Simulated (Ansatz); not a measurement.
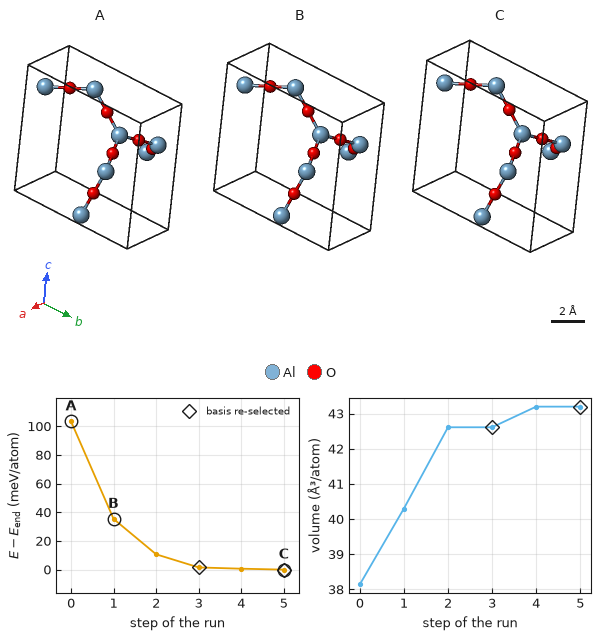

Frames of a relaxation of crystalline Al₂O₃ (a generated structure, set up in I4_132) (coarse preliminary run), marked on the history of the run. Style: ball-and-stick. Shown: the cell of the calculation, slightly off an axis.

The calculation used Ansatz, DFT PBE, scalar-relativistic, plane waves, PAW. (plane-wave cutoff 420 eV; k-point mesh 4 × 4 × 4; occupations gaussian; smearing width 0.1 eV; no spin polarisation; cell and atoms relaxed; force threshold 0.04 eV/Å; at most 70 steps)

> What happens along the run?

The atoms keep their places relative to the cell (all moves are under 0.005 Å). The drawn cell changes as follows: a = b = c 7.913 → 8.248 Å (+4.2 %); the volume changes by +13.3 %. Near-neighbour distances that change, for instance: Al–O 1.615 → 1.684 Å. The space group stays I4_132 (No. 214). After 3 accepted moves (5 points after the start) the energy has fallen by 103 meV per atom. All forces vanish by symmetry, so only the cell relaxes. The pressure goes from 7.11 to 0.11 GPa. The SCF was repeated twice at an unchanged geometry on a basis and grid sized afresh for the cell, which shifted the energy by 9.2 meV per atom at most. From step 0 to 1: volume +5.7 %, energy −68.0 meV per atom. From step 1 to 5: volume +7.2 %, energy −35.4 meV per atom.
